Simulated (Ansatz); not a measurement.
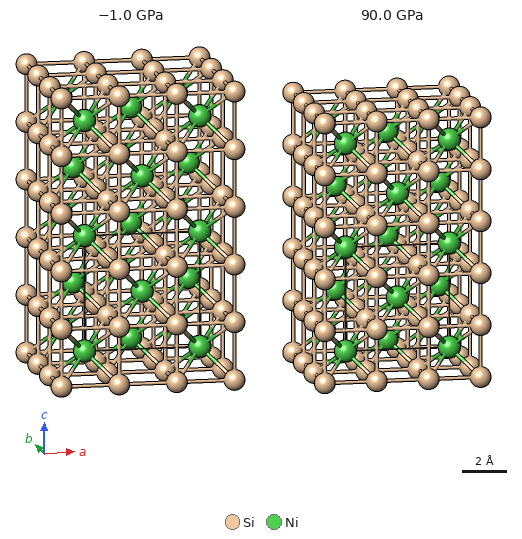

A crystal of Si$_{2}$Ni (set up in Fm-3m), relaxed (cell and atoms) at several target pressures. The picture shows the first and the last member. The picture is a ball-and-stick view of the conventional cell (4 times the calculation's cell), repeated 1 × 1 × 2 with one cell outlined, seen slightly off an axis. Lengths and directions refer to the drawn axes.

Computed with Ansatz 0.2.0: DFT PBE, scalar-relativistic, plane waves, PAW. (plane-wave cutoff 420 eV; k-point mesh 14 × 14 × 14; occupations gaussian; smearing width 0.1 eV; no spin polarisation; cell and atoms relaxed; force threshold 0.008 eV/Å)

```csv
pressure (GPa),volume (Å³/atom),a (Å)
−1.0,13.561,5.460
0.0,13.466,5.447
1.0,13.376,5.435
4.0,?,?
12.0,12.546,5.320
25.0,11.833,5.217
50.0,10.896,5.076
90.0,9.913,4.918
```

Question: One row is withheld. What does the calculation give there?

Answer: Murnaghan's form V = V₀(1 + B′P/B₀)^(−1/B′), with V₀ = 13.466 Å³ from the row at zero pressure, fits the other rows with B₀ = 147 GPa and B′ = 4.12 (largest miss 0.009 Å³). At 4.0 GPa it gives 13.466 × (1 + 4.12 × 4.0/147)^(−1/4.12) = 13.123 Å³ per atom. The calculation gives 13.117 Å³/atom (a = 5.399 Å). The estimate is 0.006 Å³/atom too high. From the first member to the last: Si–Si 2.730 → 2.459 Å, Ni–Si 2.364 → 2.130 Å.

The whole series:

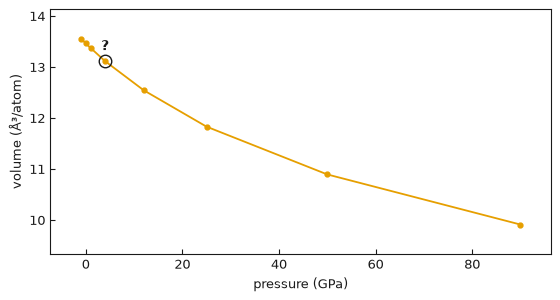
